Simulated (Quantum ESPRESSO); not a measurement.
**Energy of Br along an even scaling of the cell**

System: Br (I4/mmm, 1 atom in the cell).
Method: Kohn-Sham DFT of a periodic cell, PBE, SSSP 1.3 efficiency PBE, no spin polarisation (Quantum ESPRESSO 7.5).

The 7 runs differ only in the geometry, by an even scaling of the cell at fixed fractional positions. The structure derives from a Materials Project entry.

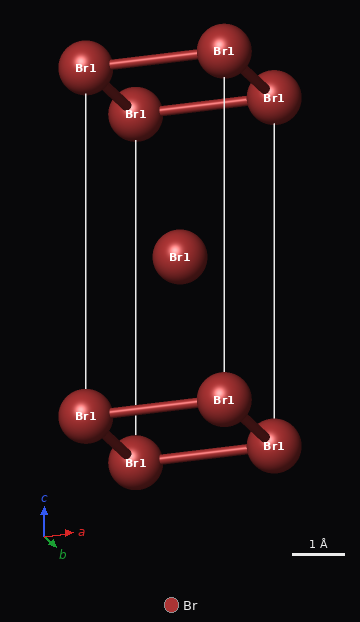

Figure 1. The structure of run 4 (ball-and-stick view of the cell 2 times as large as that of the calculation, set on its symmetry axes, seen at an oblique angle; atoms are numbered from 1 in the order of the input).

## The input of run 4
```
&CONTROL
  calculation = 'scf'
  prefix = 'pwscf'
  outdir = './tmp'
  pseudo_dir = './pseudo'
  tprnfor = .true.
  tstress = .true.
  disk_io = 'low'
/
&SYSTEM
  ibrav = 0
  nat = 1
  ntyp = 1
  ecutwfc = 55
  ecutrho = 440
  nbnd = 9
  occupations = 'smearing'
  smearing = 'fd'
  degauss = 0.00367493
/
&ELECTRONS
  conv_thr = 2d-10
  electron_maxstep = 120
  mixing_beta = 0.5
/
ATOMIC_SPECIES
Br    79.9040 br_pbe_v1.4.uspp.F.UPF
CELL_PARAMETERS angstrom
  -1.4234917050    1.4234917050    3.5775173700
   1.4234917050   -1.4234917050    3.5775173700
   1.4234917050    1.4234917050   -3.5775173700
ATOMIC_POSITIONS crystal
Br     0.0000000000    0.0000000000    0.0000000000
K_POINTS automatic
13 13 13 0 0 0
```

## File pp_density.in of run 4
```
&INPUTPP
  prefix = 'pwscf'
  outdir = './tmp'
  filplot = 'density.dat'
  plot_num = 0
/
&PLOT
  nfile = 1
  filepp(1) = 'density.dat'
  iflag = 3
  output_format = 6
  fileout = 'density.cube'
/
```

## File pp_potential.in of run 4
```
&INPUTPP
  prefix = 'pwscf'
  outdir = './tmp'
  filplot = 'potential.dat'
  plot_num = 11
/
&PLOT
  nfile = 1
  filepp(1) = 'potential.dat'
  iflag = 3
  output_format = 6
  fileout = 'potential.cube'
/
```

Command:
```bash
OMP_NUM_THREADS=1 pw.x -in pw.in > pw.out
OMP_NUM_THREADS=1 pp.x -in pp_density.in > pp_density.out
OMP_NUM_THREADS=1 pp.x -in pp_potential.in > pp_potential.out
```

Lattice vectors (Å) and fractional positions of run 4:
```
  -1.423492    1.423492    3.577517
   1.423492   -1.423492    3.577517
   1.423492    1.423492   -3.577517
Br  0.000000  0.000000  0.000000
```

Run 3 has the same physical settings and fractional positions; its lattice vectors (Å) are:
```
  -1.413938    1.413938    3.553506
   1.413938   -1.413938    3.553506
   1.413938    1.413938   -3.553506
```

## Results, with one run withheld

| run | volume per atom (Å³) | free energy per atom, from the lowest run given (meV) | pressure (GPa) |
| --- | --- | --- | --- |
| 1 | 27.257 | 35.35 | 4.27 |
| 2 | 27.837 | 21.84 | 3.22 |
| 3 | 28.417 | ? | ? |
| 4 | 28.997 | 5.21 | 1.45 |
| 5 | 29.577 | 1.34 | 0.71 |
| 6 | 30.157 | 0.00 | 0.05 |
| 7 | 30.737 | 0.91 | −0.54 |

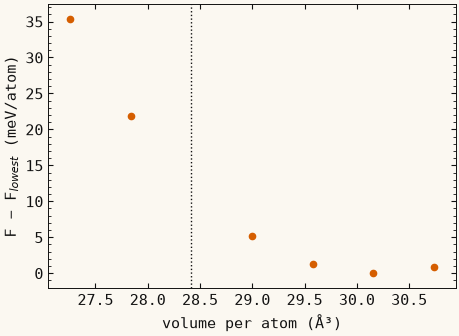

Figure 2. Free energy per atom of the runs given; the dotted line marks run 3.

Estimate the energy of run 3 from the others.

A cubic polynomial in V^(−2/3) (the Birch–Murnaghan form), fitted to the 6 runs given, misses them by under 0.01 meV per atom. With x = V^(−2/3) − 0.10582 Å⁻², it reads F = 4.7428 + 3534.8 x + 6.6662e+05 x² + 3.3402e+06 x³ (meV per atom). At run 3 it gives 11.93 meV per atom, and the run itself gives 11.92. The slope of the fit gives a pressure −dF/dV of 2.28 GPa there, and the run prints 2.28 GPa. The fit has its minimum at 30.201 Å³ per atom, where V d²F/dV² gives 32.1 GPa. Cell shape and fractional positions are held, so this is the stiffness under even scaling; the relaxed bulk modulus wasn't computed and can be far lower in a crystal of layers, chains or molecules like this one.

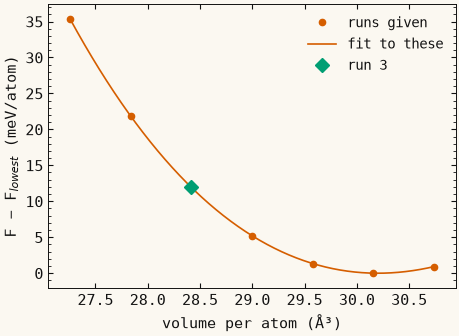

Figure 3. The fit and the withheld run.

## Some lines of the output (run 3)
```
[...]
     unit-cell volume          =     191.7672 (a.u.)^3
     number of k points=   196  Fermi-Dirac smearing, width (Ry)=  0.0037
     total energy              =     -46.83176124 Ry
     total energy              =     -46.83160987 Ry
     total energy              =     -46.83172279 Ry
     total energy              =     -46.83172433 Ry
     total energy              =     -46.83172444 Ry
     total energy              =     -46.83172445 Ry
     the Fermi energy is     3.9318 ev
!    total energy              =     -46.83172445 Ry
     The total energy is F=E-TS. E is the sum of the following terms:
     Computing stress (Cartesian axis) and pressure
          total   stress  (Ry/bohr**3)                   (kbar)     P=       22.80
```

Notes: The cell holds an odd number of electrons but the run has no spin polarisation, so it comes out as a metal.
